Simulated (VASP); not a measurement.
# Conduction valleys of InAs (F-43m) at Γ, X and L in a fixed cell: hybrid functionals, meta-GGAs and TB-mBJ

A functional that opens the gap of InAs need not lift the whole conduction band by the same amount. The valley at Γ sets the gap, while its distance to the valleys at L and X sets the energy at which fast electrons can scatter into heavier, slower states. A device model that takes its gap from one calculation and its valley separations from another therefore assumes that the three levels move together. We test this by comparing the lowest empty levels at Γ, X and L, each measured from the valence-band top, for several functionals in one and the same cell. Strain and relaxation thus play no part in the differences. Spin-orbit coupling, which is left out, would lower all three levels by about the same amount and hardly change their separations.

## Systems and settings

A cell from a diffraction database, the same for all rows. VASP 6.6.1, plane waves with PAW, cutoff 400 eV, no spin polarisation, no spin-orbit coupling. Levels are read at the symmetry points of a band path, from the valence-band top. For all rows, k mesh: 4×4×4. All levels use the PAW data sets made with PBE.

Notes on method and selection:

- A valley minimum can lie off the symmetry point and below the level at it.
- Spin-orbit coupling is left out; it raises the valence-band top and so lowers all three levels by about the same amount.
- Runs that did not converge, have known faults or may not be shown are not listed, and runs on Ansatz's PAW sets soft_1 and soft_2 are kept to separate tables.

Columns:

- Γ valley (eV): lowest empty level at Γ.
- X valley (eV): lowest empty level at X.
- L valley (eV): lowest empty level at L.
- X − Γ (eV): level at X less level at Γ.

Input lines of one member:

```
PREC = Accurate
ENCUT = 400
EDIFF = 1E-06
NELM = 100
ISMEAR = 0
SIGMA = 0.02
LREAL = .FALSE.
ALGO = Normal
METAGGA = R2SCAN
LASPH = .TRUE.
NBANDS = 21
LORBIT = 11
KPAR = 4
```

Command (options for logging and memory left out): `mpirun -np 4 vasp_std`

## Data

| member | Γ valley (eV) | X valley (eV) | L valley (eV) | X − Γ (eV) |
| --- | --- | --- | --- | --- |
| r2SCAN | 0.21 | 1.80 | 1.29 | 1.59 |
| HSEsol | 0.45 | 2.06 | 1.59 | 1.60 |
| HSE06 | 0.57 | ? | ? | ? |
| LAK | 0.69 | 2.04 | 1.65 | 1.35 |
| TB-mBJ | 0.73 | 2.22 | 1.68 | 1.49 |

Cells marked ? are withheld until the estimate has been made.

Least-squares fits to the members shown, with x = Γ valley (eV); R² and errors in the fitted variable (y, or ln y where the fit is in ln y):

| y | members | fit | R² | rms residual | leave-one-out rms | the same for the mean of the others |
| --- | --- | --- | --- | --- | --- | --- |
| X valley (eV) | 4 | y = 1.699 + 0.6368 x | 0.78 | 0.070 | 0.14 | 0.20 |
| L valley (eV) | 4 | y = 1.188 + 0.7017 x | 0.89 | 0.051 | 0.13 | 0.21 |

## Interpretation

The order is the same in all four complete rows: Γ lowest, then L, then X. The spacing is not. From r2SCAN to HSEsol the three levels rise nearly together, by 0.24 eV at Γ, 0.26 eV at X and 0.30 eV at L. From HSEsol to LAK the Γ level rises by another 0.24 eV, but L gains only 0.06 eV and X stays within 0.02 eV of where it was. The separation X − Γ therefore shrinks from 1.60 to 1.35 eV, and L − Γ from 1.59 − 0.45 = 1.14 eV to 1.65 − 0.69 = 0.96 eV.

Theory suggests two contributions. The first is common to all valleys: a functional that binds the filled, mainly As p states at the valence-band top more strongly, relative to the empty states, raises every conduction level on this scale. The second depends on the valley. The Γ level is an antibonding combination of s orbitals with much of its weight close to the nuclei, whereas the levels at X and L also contain p character. A change of the potential near the cores therefore acts most strongly at Γ. The use of PBE data sets with every functional may add to this second part, since an inconsistent core is also felt most by s states.

The fitted slope of X against Γ is 0.64, where a rigid shift would give 1. With four members this is a loose relation: its leave-one-out error is 0.14 eV, against 0.20 eV for the mean of the others, so the Γ level alone does not fix the X level well.

LDA, PBEsol and PBE leave this cell without a gap, so with them the order of conduction and valence states at Γ is itself in doubt. The functionals with complete rows agree on the order of the valleys but not on their separations, which should therefore be taken from the same calculation as the gap. The levels are those at the symmetry points, and a true valley minimum may lie somewhat lower, beside the point.

## Blind estimate

Plain estimates from the members shown:

- HSE06, fit at x = 0.57: 2.06 eV
- HSE06, straight-line interpolation between HSEsol and LAK: w = (0.57 − 0.45) / (0.69 − 0.45) = 0.500, so 2.06 + 0.500 × (2.04 − 2.06) = 2.05 eV

The closest relative of HSE06 in the table is HSEsol. Both mix in the same share of screened exact exchange with the same screening, and they differ in the semilocal part, PBE in one and PBEsol in the other. We therefore start from the HSEsol level at X and add only the shift that goes with the higher Γ level. Interpolation between HSEsol and LAK, which gives 2.05 eV, would carry over half of the narrow X − Γ separation of LAK, a functional of a different kind.

The Γ level rises by 0.57 − 0.45 = 0.12 eV. With the fitted slope, the shift at X is 0.6368 × 0.12 = 0.08 eV, and the estimate is 2.06 + 0.08 = 2.14 eV. An unchanged X level would give 2.06 eV and a rigid shift 2.06 + 0.12 = 2.18 eV.

Tried from HSEsol on the other shown members, the same step gives 2.06 + 0.6368 × (0.21 − 0.45) = 1.91 eV for r2SCAN (table 1.80), 2.06 + 0.6368 × (0.69 − 0.45) = 2.21 eV for LAK (2.04) and 2.06 + 0.6368 × (0.73 − 0.45) = 2.24 eV for TB-mBJ (2.22). The rms miss is 0.12 eV over Γ steps with a mean size of (0.24 + 0.24 + 0.28) / 3 = 0.25 eV. These members also helped to fix the slope, so the test is a mild one, but each involves a change of functional type that HSE06 does not. Taking the miss as proportional to the step gives 0.12 × 0.12 / 0.25 = 0.06 eV, which we adopt as the standard deviation.

**Committed estimate, HSE06: X valley = 2.14 ± 0.06 eV.**

## Result

| member | Γ valley (eV) | X valley (eV) | L valley (eV) | X − Γ (eV) |
| --- | --- | --- | --- | --- |
| HSE06 | 0.57 | 2.16 | 1.68 | 1.59 |

| member | estimate | X valley (eV) | computed | estimate − computed | miss in error bars |
| --- | --- | --- | --- | --- | --- |
| HSE06 | committed | 2.14 | 2.16 | −0.02 | 0.3 |
| HSE06 | fit | 2.06 | 2.16 | −0.10 |  |
| HSE06 | interpolation | 2.05 | 2.16 | −0.11 |  |

X valley (eV) against Γ valley (eV):

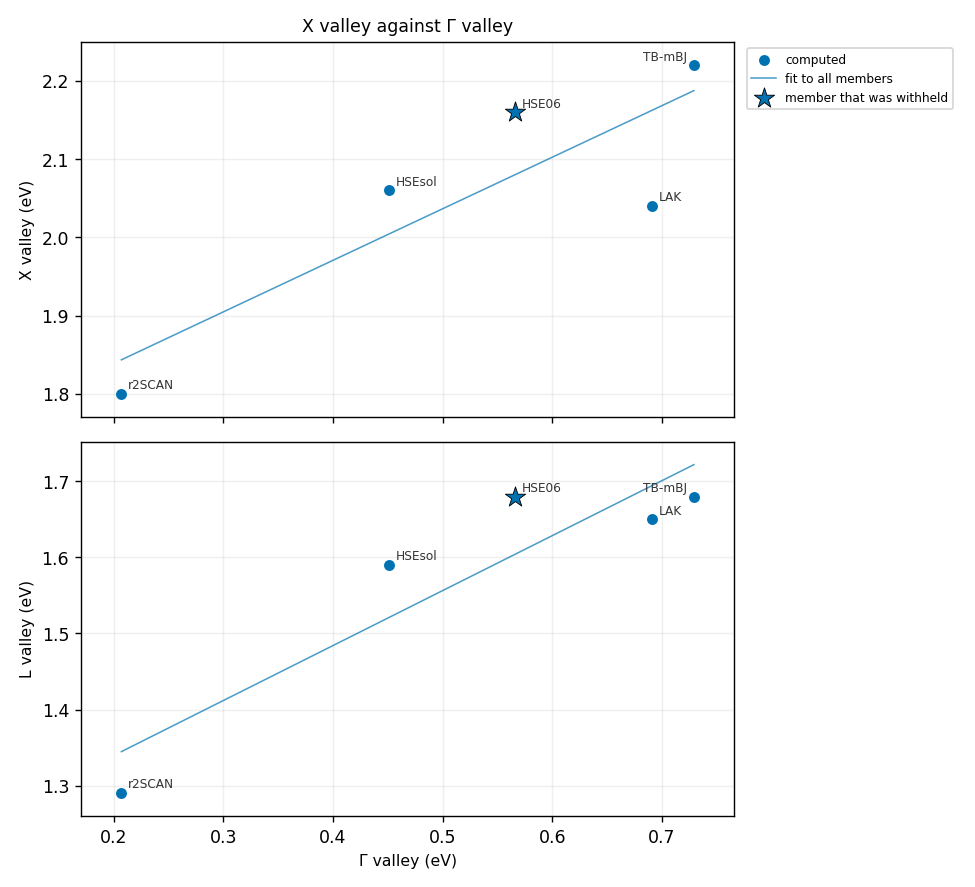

The estimate of 2.14 eV is 0.02 eV below the computed 2.16 eV, well inside its error bar of 0.06 eV. The fit and the interpolation are low by 0.10 and 0.11 eV. Starting from HSEsol was the right choice, because it kept the narrow X − Γ separation of LAK out of the starting value.

The slope used for the last step has less support. From HSEsol to HSE06 the Γ level rises by 0.12 eV and the X level by 0.10 eV, a ratio of 0.10 / 0.12 = 0.83, between the fitted 0.64 and the 1 of a rigid shift. A rigid shift would have given 2.06 + 0.12 = 2.18 eV, which misses by as much on the other side. L rises by 0.09 eV. Replacing PBEsol by PBE inside the hybrid thus raises all three valleys by nearly the same amount relative to the valence-band top. Levels measured from that top cannot show how much of the shift belongs to the valence states and how much to the conduction states. The valley-dependent part is small here. The low fitted slope comes from LAK and TB-mBJ, whose X − Γ separations are narrower than those of the other functionals.

## Departures from the trend

Least-squares fits to the whole series, with x = Γ valley (eV); R² and errors in the fitted variable (y, or ln y where the fit is in ln y):

| y | members | fit | R² | rms residual | leave-one-out rms | the same for the mean of the others |
| --- | --- | --- | --- | --- | --- | --- |
| X valley (eV) | 5 | y = 1.707 + 0.6591 x | 0.74 | 0.074 | 0.14 | 0.18 |
| L valley (eV) | 5 | y = 1.195 + 0.7227 x | 0.84 | 0.059 | 0.14 | 0.18 |

Largest departures from the fit to the whole series:

| member | X valley (eV) | fit | computed − fit | in rms residuals |
| --- | --- | --- | --- | --- |
| LAK | 2.04 | 2.16 | −0.12 | 1.7 |
| HSE06 | 2.16 | 2.08 | +0.08 | 1.1 |
| HSEsol | 2.06 | 2.00 | +0.06 | 0.8 |
| r2SCAN | 1.80 | 1.85 | −0.05 | 0.6 |

LAK lies farthest from the fit, with its X level 0.12 eV too low. Compared with HSE06, its Γ level is 0.12 eV higher and its X level 0.12 eV lower, so the valence-band top, which is common to both levels, cannot be the whole cause. LAK must act differently on the s-like state at Γ and on the state at X, which has p character as well. The PBE data sets could contribute by disturbing the s state near the cores, but r2SCAN uses them too and has the same X − Γ separation as HSE06, 1.59 eV. A response particular to LAK therefore seems likelier than a fault common to meta-GGAs, though a core error that differs between the two remains possible.

HSE06 and HSEsol lie above the line by 0.08 and 0.06 eV, and r2SCAN lies 0.05 eV below it. These departures need no separate causes. The three have X − Γ separations within 0.01 eV of each other and so follow a slope close to 1, while LAK and, less strongly, TB-mBJ, both at the high-Γ end, pull the common line down and flatten it.

## What to take away

The order Γ, L, X holds for all five functionals, with Γ levels from 0.21 to 0.73 eV, but the separations depend on the functional. For a new functional of another type, the fit of X against Γ is only modestly better than the mean of the others, with a leave-one-out error of 0.14 against 0.18 eV. Between the two hybrids, a rigid shift is good to about 0.03 eV at X and L.

For transport, the L valley matters first. With HSE06 an electron at the Γ edge must gain 1.68 − 0.57 = 1.11 eV to reach the L level, equivalent to a lossless drop through 1.11 V. TB-mBJ gives 1.68 − 0.73 = 0.95 eV, although its L level is the same. Over all five functionals the threshold varies by 1.14 − 0.95 = 0.19 eV, from HSEsol to TB-mBJ. This is a spread among methods, not a bound on the error against experiment.

[Logs are printed without paths, hosts, clocks, repeated set-up lines and the standing remarks that a program may print on its own settings, such as how far it seeks lower states.]
